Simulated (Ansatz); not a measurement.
Co₃H (slab)

The calculation's input:

```
crystal:
  lattice:
    - [2.4564222521, 0.0, 0.0]
    - [-1.228211126, 2.1273240727, 0.0]
    - [0.0, 0.0, 22.9694135642]
  atoms:
    - { symbol: Co, position: [0.3333333333, 0.6666666667, 0.3700573363], spin: 1.94 }
    - { symbol: Co, position: [0.6666666667, 0.3333333333, 0.455137967], spin: 1.89 }
    - { symbol: Co, position: [0.3333333333, 0.6666666667, 0.5402158568], spin: 1.94 }
    - { symbol: H, position: [0.3333333333, 0.6666666667, 0.6090029852], spin: 1.0 }
basis:
  ecutwfc: 420
kpoints:
  mp_grid: { grid: [12, 12, 1] }
hamiltonian:
  xc: pbesol
scf:
  occupations: { method: gaussian, width: 0.1 }
output:
  forces: true
  eigenvalues: true
  populations: true
  write_density: true
  write_potential: true
  elf: true
  volumetric_format: npy
magnetization:
  spin_polarized: true
relax:
  adjacent_minimum: "off"
  f_tol: 0.03
  max_steps: 70
  constraints: [{ sites: [0] }]
efield:
  axis: 3
  dipole_correction: true
  ramp_width: 0.04
```

Launched as:

```sh
ansatz run input.yaml --threads 1 --pin off --max-ram 2560MiB --backend cpu --events-out ev --progress --plain --runs-dir out
```

The fields are those of the relaxed geometry.

Spin-polarised.

Level of theory: DFT PBEsol, scalar-relativistic, plane waves, PAW in Ansatz 0.2.0.

The density is the valence pseudo-density of a PAW calculation; it isn't the true density close to the nuclei.

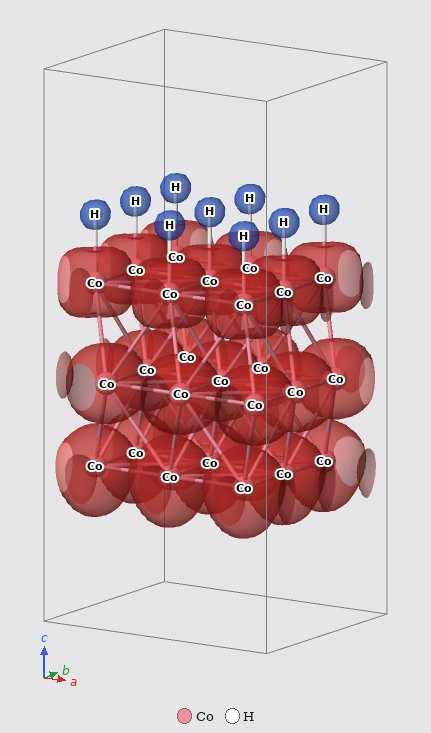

Figure 1. Isosurfaces of the magnetisation density (up minus down) at +0.06 (red) and −0.06 e/Å³ (blue), seen slightly off an axis. Sticks mark near contacts.

Question: Describe the spin distribution.

Answer: The spin density sits on Co: +1.7 μB, +1.5 μB and +0.9 μB in one cell of 4 atoms: parallel main moments (a ferromagnetic arrangement) in this solution. The cell of the calculation (4 atoms) carries 4.1 μB of net spin moment.

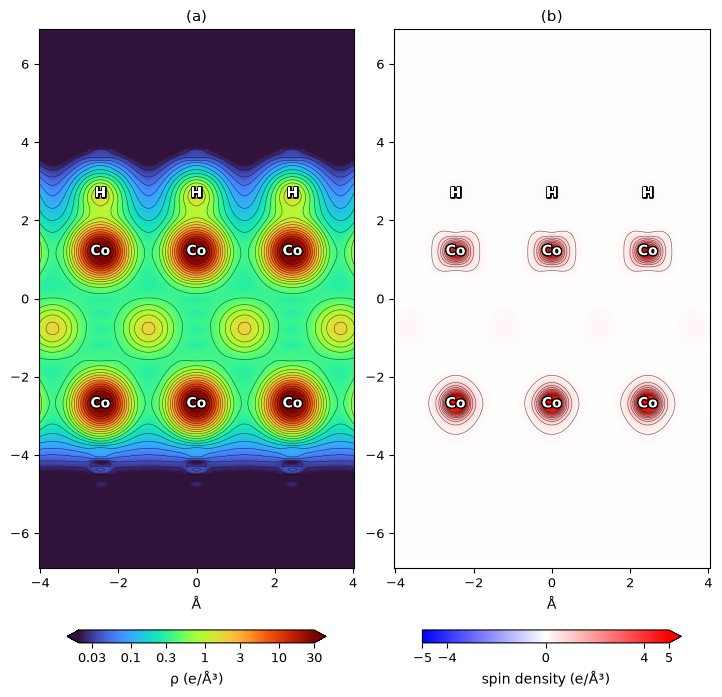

Figure 2. (a) valence charge density (pseudo); (b) spin density on the (11̄0) plane of the calculation cell, a cut from vacuum to vacuum.

Question: Interpret the plot.

Answer:
- Atoms in the plane: Co and H.
- Atoms just off the plane (Co, 0.7 Å away) can leave unmarked features too.
- Co–H (1.48 Å): the density is about 1.7 e/Å³ at the midpoint.
- Co–Co (2.46 Å): ρ is about 0.36 e/Å³ halfway.
- The density dies away to nearly zero in the vacuum.

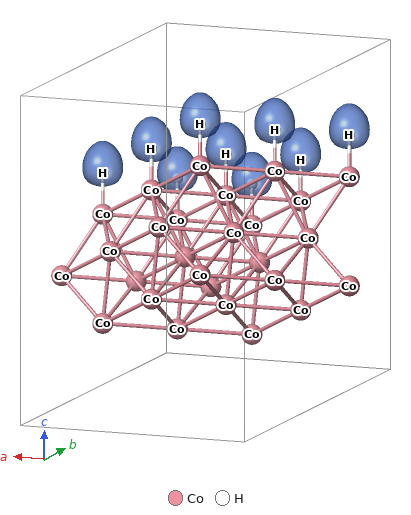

Figure 3. Isosurface of the electron localisation function at 0.85 (blue), seen at an oblique angle. Core shells and regions of very low density are left out. Sticks mark near contacts.

Question: Where are the electrons localised?

Answer: The surface consists of one region around a hydrogen nucleus, counted in one cell of 4 atoms. Counts are for one cell; the picture repeats the cell along the surface. Profiles from the grid: Co–H (1.48 Å): the ELF climbs to about 1 towards the hydrogen. Co–Co (2.39 Å): the ELF is about 0.25 at the midpoint; no shared electron pair shows on this line.

Question: Does the calculation give a band gap?

Answer: It is metallic or semimetallic at this level of theory: no gap opens.
